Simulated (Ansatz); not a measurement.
# What a change does: geometry relaxation on FeO

System: FeO (2 atoms in the cell).
Method of run A: Kohn-Sham DFT of a periodic cell, PBEsol with D4, all-electron LAPW, scalar-relativistic, spin-polarised (Ansatz 0.2.0).

The structure derives from an entry of the Crystallography Open Database. Text and figures count atoms from 1; the logs count them from 0 in places.

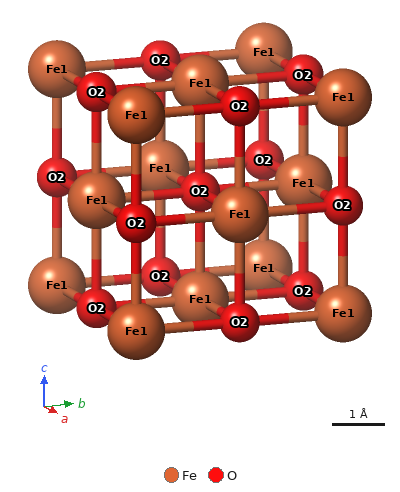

**Figure 1.** The starting structure (ball-and-stick view of the cell 4 times as large as that of the calculation, set on its symmetry axes, seen slightly off an axis; atoms are numbered from 1 in the order of the input). An atom can appear more than once, as a periodic image.

**Input, run A**
```yaml
crystal:
  lattice:
    - [0.0, 2.1554, 2.1554]
    - [2.1554, 0.0, 2.1554]
    - [2.1554, 2.1554, 0.0]
  atoms:
    - { symbol: Fe, position: [0.0, 0.0, 0.0], spin: 3.0 }
    - { symbol: O, position: [0.5, 0.5, 0.5] }
kpoints:
  mp_grid: { grid: [11, 11, 11] }
scf:
  occupations: { method: fermi_dirac, width: 0.05 }
hamiltonian:
  xc: pbesol
  dispersion: d4
  pseudopotentials: { kind: all_electron, lapw: { basis_error: 0.001 } }
magnetization:
  spin_polarized: true
output:
  forces: true
  stress: true
relax:
  f_tol: 0.005
  max_steps: 60
  cell: {}
```

Command:
```bash
ansatz run input.yaml --threads 2 --pin off --max-ram 6144MiB --backend cpu --events-out ev --progress --plain --runs-dir out
```

Hardware: 2 threads of Arm Neoverse V1, 24 GiB of memory available, shared host.

**Output, shortened to warnings, some set-up lines, iterations and results (run A)**
```
WARN: dispersion: an atom stands within reach of a switch of its C6 between two reference coordination numbers of its element: through that C6 alone, e_disp changes by 0.025 eV or more while the distances to its neighbours run over a stretch of 0.05 Å that contains this geometry (sites counted from 0 in the run's list of atoms or, in a supercell that it derives, in that cell's: here a list of 2) …
WARN: dispersion: an atom stands within reach of a switch of its C6 between two reference coordination numbers of its element: through that C6 alone, e_disp changes by 0.025 eV or more while the distances to its neighbours run over a stretch of 0.05 Å that contains this geometry (sites counted from 0 in the run's list of atoms or, in a supercell that it derives, in that cell's: here a list of 2) …
WARN: dispersion: an atom stands within reach of a switch of its C6 between two reference coordination numbers of its element: through that C6 alone, e_disp changes by 0.025 eV or more while the distances to its neighbours run over a stretch of 0.05 Å that contains this geometry (sites counted from 0 in the run's list of atoms or, in a supercell that it derives, in that cell's: here a list of 2) …
WARN: dispersion: an atom stands within reach of a switch of its C6 between two reference coordination numbers of its element: through that C6 alone, e_disp changes by 0.025 eV or more while the distances to its neighbours run over a stretch of 0.05 Å that contains this geometry (sites counted from 0 in the run's list of atoms or, in a supercell that it derives, in that cell's: here a list of 2) …
WARN: dispersion: an atom stands within reach of a switch of its C6 between two reference coordination numbers of its element: through that C6 alone, e_disp changes by 0.025 eV or more while the distances to its neighbours run over a stretch of 0.05 Å that contains this geometry (sites counted from 0 in the run's list of atoms or, in a supercell that it derives, in that cell's: here a list of 2) …
Basis set: ecut = 372.9041257137593 eV, 331 PW (Γ), exchange–correlation at level 2
Symmetry: 48 space group operations
k-points: 56 of 1331
Initial density: superposition of atomic densities (chi_scale 0.1, normalization cell, long waves kept (reshape's long-wave potential 0.00 eV rms))
[...]
SCF iter   1: F=—  HF=-36643.900171 eV  |F-HF|=—  |Δ(HF+E_count)|=         —  Δρ=4.82e-2 (↑4.79e-2 ↓4.82e-2)  dr2=1.43e0  dr2_m=1.32e-1  M=3.650 μB ∫|m|=3.650 μB  β_m=0.30  …
SCF iter   2: F=—  HF=-36643.554926 eV  |F-HF|=—  |Δ(HF+E_count)|=   3.45e-1  Δρ=2.89e-2 (↑2.89e-2 ↓2.50e-2)  dr2=3.34e-1  dr2_m=7.01e-2  M=3.677 μB ∫|m|=3.678 μB  β_m=0.46  …
SCF iter   3: F=—  HF=-36643.729223 eV  |F-HF|=—  |Δ(HF+E_count)|=   1.74e-1  Δρ=2.26e-2 (↑2.03e-2 ↓2.26e-2)  dr2=2.25e-1  dr2_m=4.41e-2  M=3.917 μB ∫|m|=3.917 μB  β_m=0.55  …
SCF iter   4: F=—  HF=-36643.827716 eV  |F-HF|=—  |Δ(HF+E_count)|=         —  Δρ=4.56e-3 (↑2.60e-3 ↓4.56e-3)  dr2=5.65e-3  dr2_m=8.58e-4  M=4.000 μB ∫|m|=4.008 μB  β_m=0.60  …
SCF iter   5: F=—  HF=-36643.817171 eV  |F-HF|=—  |Δ(HF+E_count)|=         —  Δρ=4.22e-3 (↑3.45e-3 ↓4.22e-3)  dr2=1.40e-2  dr2_m=6.74e-5  M=4.002 μB ∫|m|=4.011 μB  β_m=0.47  …
[... 81 lines ...]
SCF iter   1: F=—  HF=-36643.817086 eV  |F-HF|=—  |Δ(HF+E_count)|=         —  Δρ=1.65e-6 (↑1.08e-6 ↓1.65e-6)  dr2=1.31e-9  dr2_m=9.36e-11  M=4.000 μB ∫|m|=4.010 μB  β_m=0.65  …
SCF iter   2: F=—  HF=-36643.817086 eV  |F-HF|=—  |Δ(HF+E_count)|=   3.62e-9  Δρ=9.77e-7 (↑9.77e-7 ↓4.85e-7)  dr2=3.99e-10  dr2_m=2.05e-11  M=4.000 μB ∫|m|=4.010 μB  β_m=0.34 …
SCF iter   3: F=-36643.817086 eV  HF=-36643.817086 eV  |F-HF|=2.91e-11  |Δ(HF+E_count)|=  6.62e-10  Δρ=2.96e-7 (↑2.96e-7 ↓2.67e-7)  dr2=6.01e-12  dr2_m=1.21e-11  M=4.000 μB …
SCF 13 converged in 3 iterations: F = -36643.817086 eV  dr2 = 6.01e-12
relax step  13: F+E_penalty+E_count = -36643.81708603 eV  Δ(F+E_penalty+E_count) = -1.021e-7 eV  max|allowed force component| = 1.422e-30 eV/Å  Δτ_max = 0.0000 Å  P = +0.011 …
basis re-selected at this cell: Δ(F+E_penalty+E_count) = -1.021e-7 eV, ΔP = +0.001 GPa vs the last step (what re-selecting the basis moved, after the strain that the cell walked since its last selection, with what the two solves' SCF thresholds leave and, on support functions, any second-order …
SCF converged after 3 iterations
Magnetization: 4.0004 μB (14.0002 up, 9.9998 down)
Absolute magnetization: 4.0103 μB (∫|ρ↑−ρ↓|)
Spin contamination: 0.0110 ħ² per cell (⟨S²⟩ above its minimum at these occupations)
Per-site moments (μB) at R_I (Å): [(3.5903118152748874, 1.1338567071176353), (0.32532845259749266, 0.9436157097993825)]
Free energy (F): -36643.817086 eV
Harris-Foulkes:  -36643.817086 eV  (|F-HF|=2.91e-11)
Internal energy: -36643.805901 eV  (E = F + TS)
E sigma→0 (E₀):  -36643.811494 eV
Entropy (-TS):   -0.011185 eV (-5.592 meV/atom)
Fermi energy:    14.954011 eV
--- Per-component energies (eV) ---
  E_band       = -1239.834764
  E_kinetic    = 37109.800545
  E_xc         = -1716.955270
  E_electrostatic = -72036.259803  (all electrons and nuclei)
  E_disp       = -0.391373  (pairwise vdW)
  E_smearing   = -0.011185  (= −TS)
  E_closure    = 0.000000  (closes the sum)
  E_atoms      = -36626.719027  (free atoms, spherical and without spin; not in F)
  Σ components = -36643.817086   (vs F -36643.817086, Δ=0.00e0)
  Basis errors (estimates in eV, not in F): energy 3.7e-4 per atom: plane waves 3.3e-4 (1.9e-4 summed), levels above the bands 5.6e-107, relativity 4.7e-8, radial functions 3.5e-5, core shells 7.0e-8; eigenvalues (radial functions only) 3.6e-5; not estimated: angular momenta, meshes, grids; target …
--- Forces (eV/Å), atoms counted from 1 ---
  atom   1  Fe     0.00000000     0.00000000    -0.00000000
  atom   2  O      0.00000000    -0.00000000    -0.00000000
  max |Σ_I F_I| component: 3.47e-30 eV/Å
--- Stress (GPa, compression-positive) ---
        0.010761       0.000000      -0.000000
        0.000000       0.010761       0.000000
       -0.000000       0.000000       0.010761
  P = ⅓ Tr σ = 0.0108 GPa (0.108 kbar)
--- Relaxed structure (12 steps of the walk, 6 accepted, 1 SCFs on fresh bases) ---
  F+E_penalty+E_count = -36643.81708603 eV   max|allowed force component| = 1.422e-30 eV/Å   (the final SCF, on the basis selected at the relaxed cell)
  cell:  # Å, volume = 19.6481 Å³
[...]
```

The input of run B differs as follows (lines with − go, lines with + come):
```diff
-  xc: pbesol
-  dispersion: d4
+  xc: rpbe
+  dispersion: d3bj
-  f_tol: 0.005
+  f_tol: 0.02
```

Predict how the results change.

The total energies belong to different models, so their difference says nothing on which is more stable or more accurate. The volume per atom goes from 9.82 to 9.46 Å³. The functional changes from PBEsol to RPBE. The SCF takes 31 iterations over all geometry steps against 65. On the same kind of shared host run B took about 0.47 times as long.

**Output, shortened to warnings, some set-up lines, iterations and results (run B)**
```
WARN: dispersion: an atom stands within reach of a switch of its C6 between two reference coordination numbers of its element: through that C6 alone, e_disp changes by 0.025 eV or more while the distances to its neighbours run over a stretch of 0.05 Å that contains this geometry (sites counted from 0 in the run's list of atoms or, in a supercell that it derives, in that cell's: here a list of 2) …
Basis set: ecut = 373.0787609692403 eV, 331 PW (Γ), exchange–correlation at level 2
Symmetry: 48 space group operations
k-points: 56 of 1331
Initial density: superposition of atomic densities (chi_scale 0.1, normalization cell, long waves kept (reshape's long-wave potential 0.00 eV rms))
[...]
SCF iter   1: F=—  HF=-36690.146889 eV  |F-HF|=—  |Δ(HF+E_count)|=         —  Δρ=5.41e-2 (↑5.22e-2 ↓5.41e-2)  dr2=1.72e0  dr2_m=1.66e-1  M=3.732 μB ∫|m|=3.732 μB  β_m=0.30  …
SCF iter   2: F=—  HF=-36689.716386 eV  |F-HF|=—  |Δ(HF+E_count)|=   4.31e-1  Δρ=3.17e-2 (↑3.17e-2 ↓2.84e-2)  dr2=4.16e-1  dr2_m=8.60e-2  M=3.756 μB ∫|m|=3.756 μB  β_m=0.46  …
SCF iter   3: F=—  HF=-36689.943854 eV  |F-HF|=—  |Δ(HF+E_count)|=   2.27e-1  Δρ=2.31e-2 (↑2.08e-2 ↓2.31e-2)  dr2=2.43e-1  dr2_m=4.50e-2  M=3.979 μB ∫|m|=3.980 μB  β_m=0.60  …
SCF iter   4: F=—  HF=-36690.053179 eV  |F-HF|=—  |Δ(HF+E_count)|=         —  Δρ=7.81e-3 (↑3.25e-3 ↓7.81e-3)  dr2=1.04e-2  dr2_m=3.93e-3  M=4.000 μB ∫|m|=4.013 μB  β_m=0.60  …
SCF iter   5: F=—  HF=-36690.043266 eV  |F-HF|=—  |Δ(HF+E_count)|=         —  Δρ=4.38e-3 (↑4.38e-3 ↓4.16e-3)  dr2=1.53e-2  dr2_m=4.32e-4  M=4.001 μB ∫|m|=4.016 μB  β_m=0.49  …
[... 31 lines ...]
SCF iter   1: F=—  HF=-36690.056601 eV  |F-HF|=—  |Δ(HF+E_count)|=         —  Δρ=2.62e-6 (↑1.91e-6 ↓2.62e-6)  dr2=1.43e-9  dr2_m=5.86e-10  M=4.000 μB ∫|m|=4.015 μB  β_m=0.65  …
SCF iter   2: F=—  HF=-36690.056601 eV  |F-HF|=—  |Δ(HF+E_count)|=   1.78e-8  Δρ=1.40e-6 (↑5.83e-7 ↓1.40e-6)  dr2=1.23e-10  dr2_m=1.65e-10  M=4.000 μB ∫|m|=4.015 μB  β_m=0.65 …
SCF iter   3: F=-36690.056601 eV  HF=-36690.056601 eV  |F-HF|=3.79e-9  |Δ(HF+E_count)|=   2.92e-9  Δρ=1.51e-6 (↑6.81e-7 ↓1.51e-6)  dr2=9.78e-10  dr2_m=3.92e-11  M=4.000 μB …
SCF 5 converged in 3 iterations: F = -36690.056601 eV  dr2 = 9.78e-10
relax step   5: F+E_penalty+E_count = -36690.05660068 eV  Δ(F+E_penalty+E_count) = -2.158e-6 eV  max|allowed force component| = 6.245e-31 eV/Å  Δτ_max = 0.0000 Å  P = +0.004 …
basis re-selected at this cell: Δ(F+E_penalty+E_count) = -2.158e-6 eV, ΔP = -0.000 GPa vs the last step (what re-selecting the basis moved, after the strain that the cell walked since its last selection, with what the two solves' SCF thresholds leave and, on support functions, any second-order …
SCF converged after 3 iterations
Magnetization: 3.9997 μB (13.9999 up, 10.0001 down)
Absolute magnetization: 4.0145 μB (∫|ρ↑−ρ↓|)
Spin contamination: 0.0113 ħ² per cell (⟨S²⟩ above its minimum at these occupations)
Per-site moments (μB) at R_I (Å): [(3.5954445404954942, 1.1199918443069128), (0.32561207363483957, 0.9312706832872019)]
Free energy (F): -36690.056601 eV
Harris-Foulkes:  -36690.056601 eV  (|F-HF|=3.79e-9)
Internal energy: -36690.045948 eV  (E = F + TS)
E sigma→0 (E₀):  -36690.051275 eV
Entropy (-TS):   -0.010652 eV (-5.326 meV/atom)
Fermi energy:    16.033325 eV
--- Per-component energies (eV) ---
  E_band       = -1223.383929
  E_kinetic    = 37168.160827
  E_xc         = -1764.518347
  E_electrostatic = -72091.841526  (all electrons and nuclei)
  E_disp       = -1.846903  (pairwise vdW)
  E_smearing   = -0.010652  (= −TS)
  E_closure    = 0.000000  (closes the sum)
  E_atoms      = -36673.291297  (free atoms, spherical and without spin; not in F)
  Σ components = -36690.056601   (vs F -36690.056601, Δ=0.00e0)
  Basis errors (estimates in eV, not in F): energy 4.1e-4 per atom: plane waves 3.7e-4 (2.1e-4 summed), levels above the bands 4.1e-112, relativity 5.7e-8, radial functions 4.0e-5, core shells 1.0e-7; eigenvalues (radial functions only) 3.8e-5; not estimated: angular momenta, meshes, grids; target …
--- Forces (eV/Å), atoms counted from 1 ---
  atom   1  Fe     0.00000000    -0.00000000     0.00000000
  atom   2  O      0.00000000     0.00000000    -0.00000000
  max |Σ_I F_I| component: 1.64e-30 eV/Å
--- Stress (GPa, compression-positive) ---
        0.004109       0.000000      -0.000000
        0.000000       0.004109      -0.000000
       -0.000000      -0.000000       0.004109
  P = ⅓ Tr σ = 0.0041 GPa (0.041 kbar)
--- Relaxed structure (4 steps of the walk, 4 accepted, 1 SCFs on fresh bases) ---
  F+E_penalty+E_count = -36690.05660068 eV   max|allowed force component| = 6.245e-31 eV/Å   (the final SCF, on the basis selected at the relaxed cell)
  cell:  # Å, volume = 18.9138 Å³
[...]
```

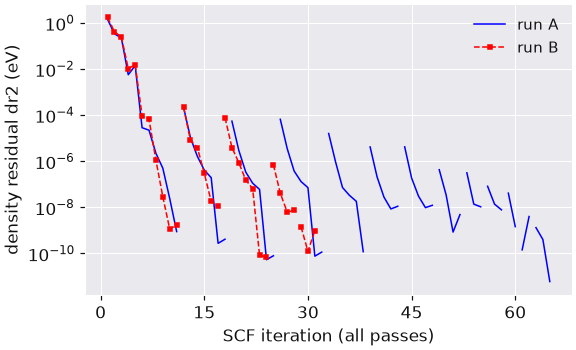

**Figure 2.** Convergence of the two runs: density residual dr2 against the SCF iteration. A break in a curve parts two SCF passes. Run A takes 65 iterations in all, and run B takes 31.

**The two runs side by side**

```csv
quantity,run A,run B
outcome,converged,converged
free energy per atom (eV),−18321.9085,−18345.0283
"energy per atom, smearing taken to zero (eV)",−18321.9057,−18345.0256
net moment of the cell (μB),4.00,4.00
absolute moment of the cell (μB),4.01,4.01
pressure (GPa),0.01,0.00
volume per atom (Å³),9.82,9.46
largest force (eV/Å),0.000,0.000
SCF iterations,65,31
irreducible k-points,56,56
wall time (shared host),86 s,41 s
```
